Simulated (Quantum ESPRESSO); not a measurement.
**KF (Carobbiite): from Born charge to LO-TO splitting**

Wanted: the LO mode of KF (Carobbiite) from the TO mode and the field response.

Program: Quantum ESPRESSO 7.5. Level of theory: DFT LDA, scalar-relativistic, plane waves, PseudoDojo norm-conserving pseudopotentials. Results are calculated unless marked as measured.

### 1. The relaxed structure

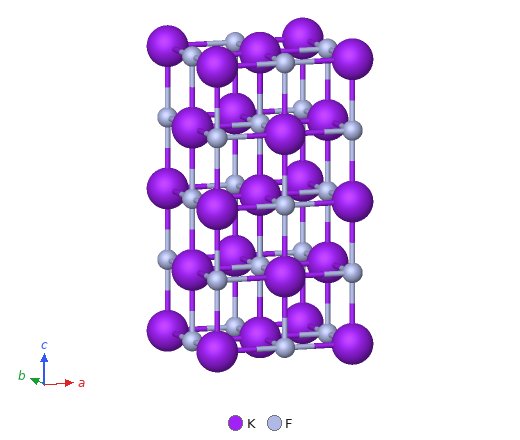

The starting structure, seen slightly off an axis (potassium purple, fluorine light blue). 1×1×2 cells are drawn. This picture shows the conventional cell, with its axes. Some periodic images of atoms are drawn too.

Coordinates:

```
K F
1.0
    -2.57913    0.00000    2.57913
     0.00000    2.57913    2.57913
    -2.57913    2.57913    0.00000
K F
1 1
Direct
  0.00000 0.00000 0.00000
  0.50000 0.50000 0.50000
```

This is the cell after its relaxation at this level of theory, not the database cell from which that began.

### 2. What the response run gave

A linear-response run on the relaxed cell, with the response to an electric field; only its zone-centre results are used. Cutoff 92 Ry, k mesh 8×8×8.

The program printed:

```text
[banners, grids, parts of the stress and lines that vanish by symmetry left out]
Program PHONON v.7.5
     Reading xml data from directory:

[...]
Exchange-correlation= PW
                           (   1   4   0   0   0   0   0)
[...]
(   8 q-points):
[...]
kinetic-energy cut-off    =      92.0000  Ry
     charge density cut-off    =     368.0000  Ry
     convergence threshold     =      1.0E-18
[...]
Exchange-correlation= PW
                           (   1   4   0   0   0   0   0)
[...]
q = (   0.0000000   0.0000000   0.0000000 )
     49 Sym.Ops. (with q -> -q+G )
     G cutoff =  885.7127  (  27581 G-vectors)     FFT grid: ( 45, 45, 45)
     number of k points=    29
[...]
Mode symmetry, O_h (m-3m)  point group:
[...]
Dielectric constant
[...]
End of electric fields calculation
          Dielectric constant in cartesian axis
          (       2.095339935       0.000000000       0.000000000 )
          (       0.000000000       2.095339935       0.000000000 )
          (       0.000000000      -0.000000000       2.095339935 )
          Effective charges (d Force / dE) in cartesian axis without acoustic sum rule applied (asr)
           atom    1  K     Mean Z*:        1.15083
      Ex  (        1.15083       -0.00000       -0.00000 )
      Ey  (        0.00000        1.15083        0.00000 )
      Ez  (       -0.00000        0.00000        1.15083 )
           atom    2  F     Mean Z*:       -1.15090
      Ex  (       -1.15090       -0.00000        0.00000 )
      Ey  (        0.00000       -1.15090        0.00000 )
      Ez  (       -0.00000        0.00000       -1.15090 )
          Effective charges Sum: Mean:       -0.00007
[...]
Effective charges (d Force / dE) in cartesian axis with asr applied:
           atom    1  K     Mean Z*:        1.15086
[...]
atom    2  F     Mean Z*:       -1.15086
[...]
Representation #   1 modes #   1   2   3
[...]
End of self-consistent calculation
     Convergence has been achieved
     Representation #   2 modes #   4   5   6
[...]
End of self-consistent calculation
     Convergence has been achieved
[...]
Dielectric constant in cartesian axis
          (       2.095339935       0.000000000       0.000000000 )
          (       0.000000000       2.095339935       0.000000000 )
          (       0.000000000      -0.000000000       2.095339935 )
          Effective charges (d Force / dE) in cartesian axis without acoustic sum rule applied (asr)
           atom    1  K     Mean Z*:        1.15083
[...]
Mode symmetry, C_s (m)     point group:
[...]
q = (    0.750000000  -0.250000000   0.750000000 )
[...]
Mode symmetry, C_s (m)     point group:
     freq (   1-   1) =        107.4  [cm-1]   --> A''
     freq (   2-   2) =        139.5  [cm-1]   --> A'
     freq (   3-   3) =        168.4  [cm-1]   --> A'
     freq (   4-   4) =        207.9  [cm-1]   --> A''
     freq (   5-   5) =        216.1  [cm-1]   --> A'
     freq (   6-   6) =        248.8  [cm-1]   --> A'
[...]
Mode symmetry, C_2v (mm2)  point group:
[...]
q = (    0.500000000   0.000000000   0.500000000 )
[...]
Mode symmetry, C_2v (mm2)  point group:
     freq (   1-   1) =        106.4  [cm-1]   --> B_2  D_4  S_4
     freq (   2-   2) =        129.2  [cm-1]   --> B_1  D_3  S_3
     freq (   3-   3) =        179.3  [cm-1]   --> A_1  D_1  S_1
     freq (   4-   4) =        193.0  [cm-1]   --> B_1  D_3  S_3
     freq (   5-   5) =        220.0  [cm-1]   --> B_2  D_4  S_4
     freq (   6-   6) =        268.3  [cm-1]   --> A_1  D_1  S_1
[...]
Mode symmetry, D_4h(4/mmm) point group:
[...]
Convergence has been achieved
[...]
Convergence has been achieved
[...]
Convergence has been achieved
[...]
Convergence has been achieved
[...]
q = (    0.000000000  -1.000000000   0.000000000 )
[...]
freq (    5) =       6.543013 [THz] =     218.251410 [cm-1]
     freq (    6) =       6.843043 [THz] =     228.259337 [cm-1]
[...]
Mode symmetry, D_4h(4/mmm) point group:
     freq (   1-   2) =         87.2  [cm-1]   --> E_u  X_5' M_5'
     freq (   3-   3) =        170.2  [cm-1]   --> A_2u X_4' M_4'
     freq (   4-   5) =        218.3  [cm-1]   --> E_u  X_5' M_5'
     freq (   6-   6) =        228.3  [cm-1]   --> A_2u X_4' M_4'
[...]
Mode symmetry, D_2d (-42m) point group:
[...]
Representation #   1 mode #   1
[...]
Convergence has been achieved
     Representation #   2 mode #   2
[...]
Convergence has been achieved
     Representation #   3 modes #   3   4
[...]
End of self-consistent calculation
     Convergence has been achieved
     Representation #   4 modes #   5   6
[...]
End of self-consistent calculation
     Convergence has been achieved
[...]
q = (   -0.500000000  -1.000000000   0.000000000 )
[...]
freq (    1) =       4.073127 [THz] =     135.864876 [cm-1]
     freq (    2) =       4.073127 [THz] =     135.864876 [cm-1]
     freq (    3) =       4.549558 [THz] =     151.756934 [cm-1]
     freq (    4) =       6.450284 [THz] =     215.158301 [cm-1]
     freq (    5) =       6.707104 [THz] =     223.724924 [cm-1]
     freq (    6) =       6.707104 [THz] =     223.724924 [cm-1]
[...]
Mode symmetry, D_2d (-42m) point group:
     freq (   1-   2) =        135.9  [cm-1]   --> E    X_5  W_3
     freq (   3-   3) =        151.8  [cm-1]   --> B_2  X_3  W_2
     freq (   4-   4) =        215.2  [cm-1]   --> A_1  X_1  W_1
     freq (   5-   6) =        223.7  [cm-1]   --> E    X_5  W_3

   JOB DONE.
```

```tsv
quantity	value
cell volume Ω (Å³)	34.312
mass of K (u)	39.098
mass of F (u)	18.998
Born charge of K, raw (e)	1.151
Born charge of F, raw (e)	-1.151
ε∞	2.095
ω(TO) after the sum rule (cm⁻¹)	211.0
```

### 3. The calculation

The charges must sum to zero over the cell; taking off their mean, 0.000 e, leaves Z* = 1.151 e on K. In the polar mode K moves against F, so the reduced mass is μ = 39.10 × 19.00 / 58.10 = 12.786 u.

A longitudinal wave builds up a field that adds to the restoring force: ω(LO)² = ω(TO)² + 4π Z*² / (μ Ω ε∞), in Hartree atomic units. With μ = 23307 electron masses and Ω = 231.55 bohr³ the second term is 1.4719e-06 Ha², or 70899 cm⁻² (1 Ha = 219474.6 cm⁻¹).

So ω(LO) = √(44521 + 70899) = 339.7 cm⁻¹, and by the Lyddane-Sachs-Teller relation ε₀ = ε∞ (ω(LO)/ω(TO))² = 5.43.

### 4. Check against the program

The analysis program adds the same non-analytic term to the full matrix, here for q along (1 0 0).

The program printed:

```text
[banner, memory and clock lines left out]
Program DYNMAT v.7.5

     Reading Dynamical Matrix from file x.dyn1
     ...Force constants read
     ...epsilon and Z* read

     Polarizability (A^3 units)
     multiply by 0.732540 for Clausius-Mossotti correction
         2.990816    0.000000    0.000000
         0.000000    2.990816   -0.000000
         0.000000    0.000000    2.990816

     IR activities are in (D/A)^2/amu units

# mode   [cm-1]    [THz]      IR
    1     -0.00   -0.0000    0.0000
    2      0.00    0.0000    0.0000
    3      0.00    0.0000    0.0000
    4    211.00    6.3255    2.3900
    5    211.00    6.3255    2.3900
    6    339.73   10.1849    2.3900
```

ε₀ comes from the program's run without a direction of q.

```tsv
quantity	by hand	program
ω(LO) (cm⁻¹)	339.7	339.7
ε₀	5.43	5.43
```

### 5. Outcome

```yaml
to_mode: 211 cm⁻¹
lo_mode: 339.7 cm⁻¹
static_dielectric_constant: 5.432
```

What this shows: The LO mode of KF (Carobbiite) lies at 340 cm⁻¹, 129 cm⁻¹ above the TO mode; the formula meets the program within 0.1 cm⁻¹, as it must for a cubic crystal with one polar mode. ω(LO)² − ω(TO)² goes with Z*²/ε∞: an error of 5 % in ε∞ would move the LO mode by 5.0 cm⁻¹, and semilocal functionals tend to overestimate ε∞. These are harmonic values at zero temperature, at the volume of this functional, for the structure held cubic; stability elsewhere in the zone is no part of this calculation.

[Host names and launcher messages were left out of these logs when they were recorded.]

[Logs are printed without paths, hosts, clocks, repeated set-up lines and the standing remarks that a program may print on its own settings, such as how far it seeks lower states.]

[Hosts, paths, dates, database ids (printed as entryN), source tags and the programs' standing remarks are cut or masked in the printed files.]
